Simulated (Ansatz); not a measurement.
## Geometry relaxation, with input and output: GdN (part 1 of 2)

GdN (P6₃mc, 4 atoms in the cell), computed with DFT PBE, scalar-relativistic, plane waves, PAW, spin-polarised (Ansatz 0.2.0).

The structure was built on a prototype by a generator; it need not be a known phase. It belongs to a series of runs on one base structure; here: volume × 0.980. Figures and captions count atoms from 1; the log counts them from 0 in places.

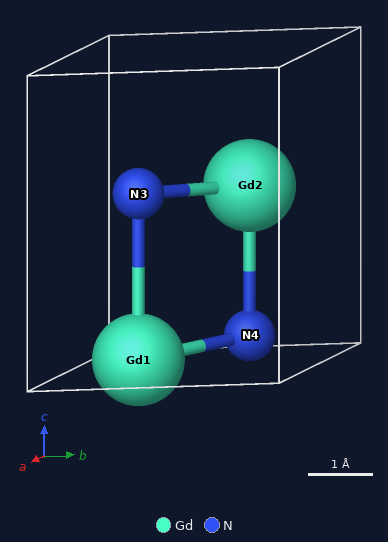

Fig. 1: The starting structure (ball-and-stick view of the cell of the calculation, seen slightly off an axis; atoms are numbered from 1 in the order of the input). An atom can appear more than once, as a periodic image. Near neighbours in the periodic cell (some may lie outside the picture): Gd has 5 N at 2.33 to 2.64 Å; N has 5 Gd at 2.33 to 2.64 Å.

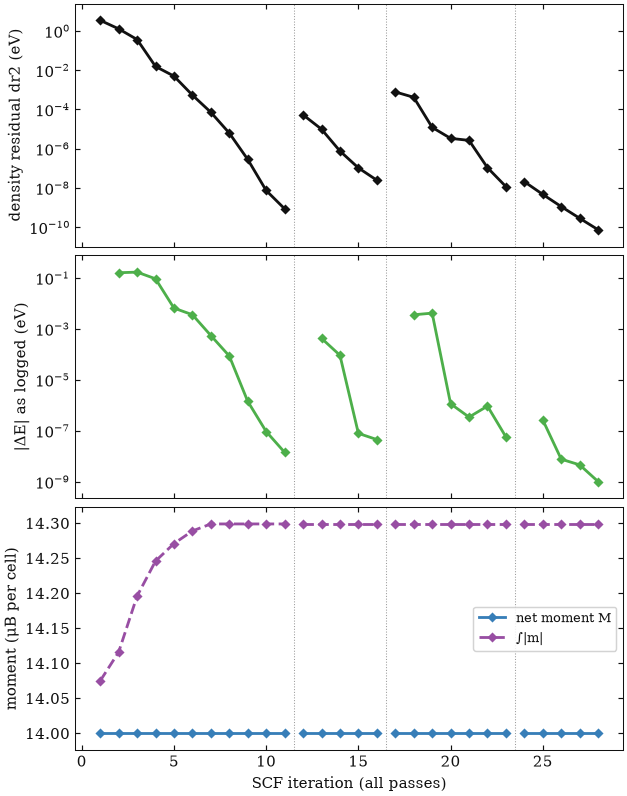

Fig. 2: Convergence of the self-consistent field: density residual dr2, size of the energy change and magnetic moment against the SCF iteration. The dotted lines part the SCF passes of the relaxation: geometry steps, rejected trials and re-solves on a re-selected basis. The passes take 11, 5, 7 and 5 iterations. The net moment stays at 14.0 μB per cell.

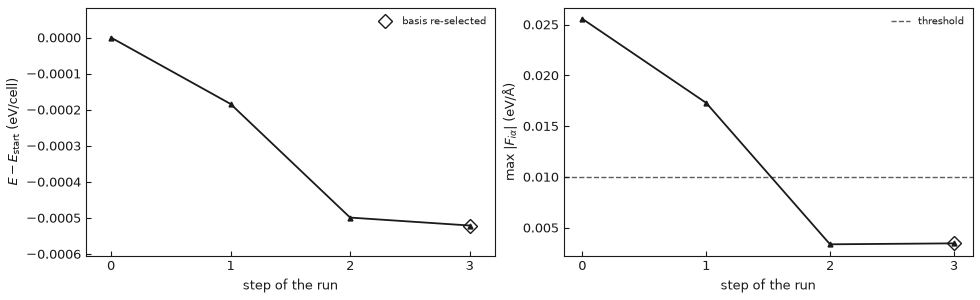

Fig. 3: Progress of the relaxation, step by step (the first geometry is step 0 here and step 1 in the log). The energy falls by 0.5 meV per cell of the calculation in 2 geometry steps. Largest force component: 0.026 eV/Å at the start, 0.0035 eV/Å at the end. The pressure goes from 2.54 to 2.46 GPa. The largest moves relative to the cell, 0.011 Å, are those of Gd1, Gd2, N3 and N4. By element the largest moves are N 0.011 Å, Gd 0.011 Å. Among the contacts that change: Gd1–N3 2.645 → 2.617 Å. The space group stays P6_3mc (No. 186). A last SCF at the same geometry on a re-selected plane-wave basis shifts the energy by next to nothing (0.0 meV per cell of the calculation). (Atoms are counted from 1 in the order of the input.)

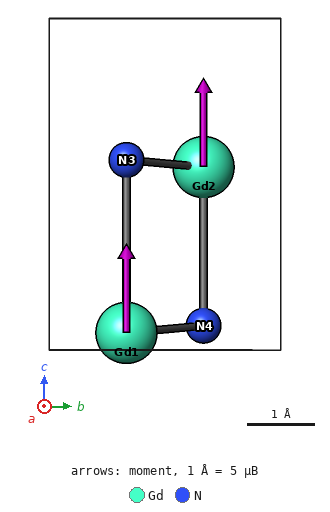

Fig. 4: Magnetic moments of the sites as pink arrows (ball-and-stick view of the cell of the calculation, along the a axis; atoms are numbered from 1 in the order of the input); small moments hardly show. The run is collinear, so the axis drawn is arbitrary. Site moments: Gd1, Gd2 (6.81 μB); N3, N4 (−0.07 μB). They are counted near the atoms and needn't add up to the moment of the cell.

The input that produced these results follows, with the program's output.

**Input**
```yaml
crystal:
  lattice:
    - [4.0353922967, 0.0, 0.0]
    - [-2.0176961483, 3.4947522432, 0.0]
    - [0.0, 0.0, 5.0318772147]
  atoms:
    - { symbol: Gd, position: [0.6666666667, 0.3333333333, 0.049779617], spin: 7.5 }
    - { symbol: Gd, position: [0.3333333333, 0.6666666667, 0.549779617], spin: 7.5 }
    - { symbol: "N", position: [0.6666666667, 0.3333333333, 0.575420383] }
    - { symbol: "N", position: [0.3333333333, 0.6666666667, 0.075420383] }
basis:
  ecutwfc: 420
  ecutrho_ratio: 4
kpoints:
  mp_grid: { grid: [10, 10, 8] }
hamiltonian:
  xc: pbe
scf:
  occupations: { method: gaussian, width: 0.05 }
output:
  forces: true
  stress: true
  eigenvalues: true
  populations: true
magnetization:
  spin_polarized: true
relax:
  f_tol: 0.01
  max_steps: 40
  cell: { stress_tol: 0.1, fix: [volume] }
```

Launch command:
```bash
ansatz run input.yaml --threads 2 --pin off --max-ram 2662MiB --backend cpu --events-out ev --progress --plain --runs-dir out
```

**The program's output**
```
Gd: projections on atomic orbitals take those of the free atom [Kr 4d10] 4f7 5s2 5p6 5d1 6s2, of charge +0.00 (hamiltonian.pseudopotentials.projection_atoms); the dataset's partial waves leave at most 2.5e-4 of an orbital's norm unspanned inside its sphere
Engine: ansatz 0.2.0, aarch64-unknown-linux-gnu
Pseudopotentials: kind: paw
Pseudopotential: Gd, paw, valence charge 18, recommended cutoff 420 eV (normal), Gd.paw.azcp
Pseudopotential: N, paw, valence charge 5, recommended cutoff 420 eV (normal), N.paw.azcp
Functional definition: PBE
  parameter kappa = 0.804
  parameter beta = 0.06672455060314922
  exchange = pbe_x(kappa = kappa, mu = beta*pi^2/3)
  correlation = pbe_c(beta = beta)
Crystal: 4 atoms, lattice volume = 70.963 Å³
Basis set: ecut = 420 eV, 1397 PW (Γ), exchange–correlation on 54×54×72 points (8 copies of the dense FFT grid, shifted against one another)
Bands: 37, of which v1, the nominal top of the filled ones, is band 23 counted from 1 (22 counted from 0)
Symmetry: 12 space group operations
Space group: P63mc (ITA 186), of the structure as read, at distance tolerance 4.1e-5 Å
Magnetic group: BNS 186.203 (UNI 1433), of the structure as read, at distance tolerance 4.1e-5 Å
k-points: 70 of 800 (time reversal used)
Non-local potential: Gd, projectors of the file, l = 0: 3, l = 1: 2, l = 2: 2, l = 3: 3
Non-local potential: N, projectors of the file, l = 0: 2, l = 1: 2, l = 2: 1
PAW form: soft (Blöchl's): semilocal exchange-correlation on the pseudo side does not see the compensation charge
PAW one-centre angular grid: Gd, 590 points (default); XC on 64 Gauss nodes
PAW one-centre angular grid: N, 110 points (default); XC on 64 Gauss nodes
Initial density: superposition of atomic densities (chi_scale 0.1, normalization cell, long waves kept (reshape's long-wave potential 0.00 eV rms))
Starting moments: Σ|m| = 15 μB on 2 of 4 sites
Initial wavefunctions: pseudopotential atomic-orbital guess
Functional: x = pbe(κ = 0.804, μ = 0.2195149727645171), c = pbe(β = 0.06672455060314922)
SCF iter   1: F=—  HF=-19438.279901 eV  |F-HF|=—  |Δ(HF+E_count)|=         —  Δρ=4.55e-2 (↑3.24e-2 ↓4.55e-2)  dr2=3.48e0  dr2_m=4.82e-1  M=14.000 μB ∫|m|=14.075 μB  β_m=0.30  ethr=3.10e-3  ⟨swp⟩=5.8  Hψ=18536  notcnv=0  defer=5
Mixer restart at iter 1: flushing history
preconditioner: auto → Resta (q_TF=auto, 2.538 Å⁻¹)  ε∞=6.7  [insulator: Δε(μ)=1.107 eV  Ē_g=11.961 eV  σ=0.050 eV  W_gap=1.00  n_scr=22 (ndim 8)  ℏωp=28.6 eV  f_vac=0.000  D(μ)=0.00/eV (n_scr^D=0)  ε∞_Penn≈6.7]
spin=Collinear: Resta preconditioning applied to the charge; magnetization (m = ρ↑ − ρ↓) channel mixes plain (no charge-response kernel on spin).
SCF iter   2: F=—  HF=-19438.120476 eV  |F-HF|=—  |Δ(HF+E_count)|=   1.59e-1  Δρ=3.22e-2 (↑2.23e-2 ↓3.22e-2)  dr2=1.28e0  dr2_m=2.65e-1  M=14.000 μB ∫|m|=14.116 μB  β_m=0.57  ethr=3.10e-3  ⟨swp⟩=2.1  Hψ=7988  notcnv=0  defer=393
SCF iter   3: F=—  HF=-19438.288419 eV  |F-HF|=—  |Δ(HF+E_count)|=   1.68e-1  Δρ=1.45e-2 (↑6.68e-3 ↓1.45e-2)  dr2=3.66e-1  dr2_m=2.48e-2  M=14.000 μB ∫|m|=14.196 μB  β_m=0.61  ethr=2.78e-3  ⟨swp⟩=2.1  Hψ=6817  notcnv=0  defer=426
SCF iter   4: F=—  HF=-19438.380488 eV  |F-HF|=—  |Δ(HF+E_count)|=   9.21e-2  Δρ=2.52e-3 (↑2.28e-3 ↓2.52e-3)  dr2=1.55e-2  dr2_m=1.17e-3  M=14.000 μB ∫|m|=14.246 μB  β_m=0.60  ethr=7.96e-4  ⟨swp⟩=2.7  Hψ=9684  notcnv=0  defer=426
SCF iter   5: F=—  HF=-19438.387003 eV  |F-HF|=—  |Δ(HF+E_count)|=   6.52e-3  Δρ=1.82e-3 (↑1.82e-3 ↓1.42e-3)  dr2=4.98e-3  dr2_m=4.48e-4  M=14.000 μB ∫|m|=14.271 μB  β_m=0.75  ethr=3.36e-5  ⟨swp⟩=2.6  Hψ=9755  notcnv=0  defer=429
SCF iter   6: F=—  HF=-19438.390585 eV  |F-HF|=—  |Δ(HF+E_count)|=   3.58e-3  Δρ=4.49e-4 (↑4.05e-4 ↓4.49e-4)  dr2=5.37e-4  dr2_m=3.43e-5  M=14.000 μB ∫|m|=14.289 μB  β_m=0.87  ethr=1.08e-5  ⟨swp⟩=2.3  Hψ=9282  notcnv=0  defer=430
SCF iter   7: F=—  HF=-19438.391132 eV  |F-HF|=—  |Δ(HF+E_count)|=   5.47e-4  Δρ=2.44e-4 (↑8.43e-5 ↓2.44e-4)  dr2=7.16e-5  dr2_m=6.86e-6  M=14.000 μB ∫|m|=14.299 μB  β_m=0.87  ethr=1.17e-6  ⟨swp⟩=2.0  Hψ=9468  notcnv=0  defer=430
SCF iter   8: F=—  HF=-19438.391046 eV  |F-HF|=—  |Δ(HF+E_count)|=   8.61e-5  Δρ=7.09e-5 (↑3.65e-5 ↓7.09e-5)  dr2=6.23e-6  dr2_m=1.20e-6  M=14.000 μB ∫|m|=14.299 μB  β_m=0.93  ethr=1.56e-7  ⟨swp⟩=2.3  Hψ=8192  notcnv=0  defer=430
SCF iter   9: F=—  HF=-19438.391048 eV  |F-HF|=—  |Δ(HF+E_count)|=   1.43e-6  Δρ=1.16e-5 (↑8.19e-6 ↓1.16e-5)  dr2=2.84e-7  dr2_m=1.08e-8  M=14.000 μB ∫|m|=14.299 μB  β_m=0.97  ethr=1.35e-8  ⟨swp⟩=2.0  Hψ=8399  notcnv=0  defer=430
SCF iter  10: F=—  HF=-19438.391048 eV  |F-HF|=—  |Δ(HF+E_count)|=   9.38e-8  Δρ=2.68e-6 (↑1.76e-6 ↓2.68e-6)  dr2=7.40e-9  dr2_m=1.05e-9  M=14.000 μB ∫|m|=14.299 μB  β_m=0.98  ethr=6.17e-10  ⟨swp⟩=2.0  Hψ=8400  notcnv=0  defer=430
SCF iter  11: F=-19438.391048 eV  HF=-19438.391048 eV  |F-HF|=3.64e-10  |Δ(HF+E_count)|=   1.43e-8  Δρ=9.50e-7 (↑9.50e-7 ↓3.67e-7)  dr2=8.65e-10  dr2_m=1.73e-10  M=14.000 μB ∫|m|=14.299 μB  ethr=1.61e-11  ⟨swp⟩=9.2  Hψ=21279  notcnv=0
SCF 1 converged in 11 iterations: F = -19438.391048 eV  dr2 = 8.65e-10
  greatest PAW one-centre occupation: 0.999 electrons in one spin orbital (limit 2), on the Gd atom at site 1 (counted from 0), in its partial waves of l = 0
relax step   1: F+E_penalty+E_count = -19438.39104785 eV  Δ(F+E_penalty+E_count) = +0.000e0 eV  max|allowed force component| = 2.557e-2 eV/Å  Δτ_max = 0.0000 Å  P = +2.541 GPa  Ω = 70.963 Å³  fix = [volume]  reactions: volume +2.541 GPa  (11 SCF iters, dr2 threshold 1.00e-7 eV, accepted)
Initial density: handed on by an earlier stage of this run
Starting moments: Σ|m| = 15 μB on 2 of 4 sites; this step starts from the density that it was given
Initial wavefunctions: those handed on with the density
iter 1 solved again at ethr=1.16e-7 eV; its pass at ethr=3.10e-3 eV (dr2=5.34e-5 eV) is discarded
SCF iter   1: F=—  HF=-19438.390714 eV  |F-HF|=—  |Δ(HF+E_count)|=         —  Δρ=1.67e-3 (↑1.32e-3 ↓1.67e-3)  dr2=5.32e-5  dr2_m=1.44e-3  M=14.000 μB ∫|m|=14.299 μB  β_m=0.65  ethr=1.16e-7  ⟨swp⟩=2.5  Hψ=23893  notcnv=0
preconditioner: auto → Resta (q_TF=auto, 2.538 Å⁻¹)  ε∞=6.6  [insulator: Δε(μ)=0.596 eV  Ē_g=12.047 eV  σ=0.050 eV  W_gap=1.00  n_scr=22 (ndim 8)  ℏωp=28.6 eV  f_vac=0.047  D(μ)=0.00/eV (n_scr^D=0)  ε∞_Penn≈6.6]
spin=Collinear: Resta preconditioning applied to the charge; magnetization (m = ρ↑ − ρ↓) channel mixes plain (no charge-response kernel on spin).
SCF iter   2: F=—  HF=-19438.391141 eV  |F-HF|=—  |Δ(HF+E_count)|=   4.26e-4  Δρ=6.58e-4 (↑5.54e-4 ↓6.58e-4)  dr2=9.85e-6  dr2_m=2.37e-4  M=14.000 μB ∫|m|=14.299 μB  β_m=0.65  ethr=1.16e-7  ⟨swp⟩=2.0  Hψ=8335  notcnv=0
SCF iter   3: F=—  HF=-19438.391233 eV  |F-HF|=—  |Δ(HF+E_count)|=   9.19e-5  Δρ=2.71e-5 (↑2.71e-5 ↓1.98e-5)  dr2=7.59e-7  dr2_m=1.47e-7  M=14.000 μB ∫|m|=14.299 μB  β_m=0.82  ethr=2.14e-8  ⟨swp⟩=2.0  Hψ=8400  notcnv=0
SCF iter   4: F=—  HF=-19438.391233 eV  |F-HF|=—  |Δ(HF+E_count)|=   7.93e-8  Δρ=7.36e-6 (↑7.36e-6 ↓5.45e-6)  dr2=1.05e-7  dr2_m=2.64e-9  M=14.000 μB ∫|m|=14.299 μB  β_m=0.69  ethr=1.65e-9  ⟨swp⟩=2.1  Hψ=8115  notcnv=0
SCF iter   5: F=-19438.391232 eV  HF=-19438.391232 eV  |F-HF|=8.26e-10  |Δ(HF+E_count)|=   4.54e-8  Δρ=3.26e-6 (↑2.96e-6 ↓3.26e-6)  dr2=2.48e-8  dr2_m=3.79e-10  M=14.000 μB ∫|m|=14.299 μB  ethr=8.88e-11  ⟨swp⟩=3.3  Hψ=20471  notcnv=0
SCF 2 converged in 5 iterations: F = -19438.391232 eV  dr2 = 2.48e-8
relax step   2: F+E_penalty+E_count = -19438.39123249 eV  Δ(F+E_penalty+E_count) = -1.846e-4 eV  max|allowed force component| = 1.729e-2 eV/Å  Δτ_max = 0.0022 Å  P = +2.519 GPa  Ω = 70.963 Å³  energy of the carried Pulay correction = -5.981e-17 eV  fix = [volume]  reactions: volume +2.519 GPa  (5 SCF iters, dr2 threshold 4.09e-8 eV, accepted)
iter 1 solved again at ethr=1.67e-6 eV; its pass at ethr=3.10e-3 eV (dr2=7.70e-4 eV) is discarded
```
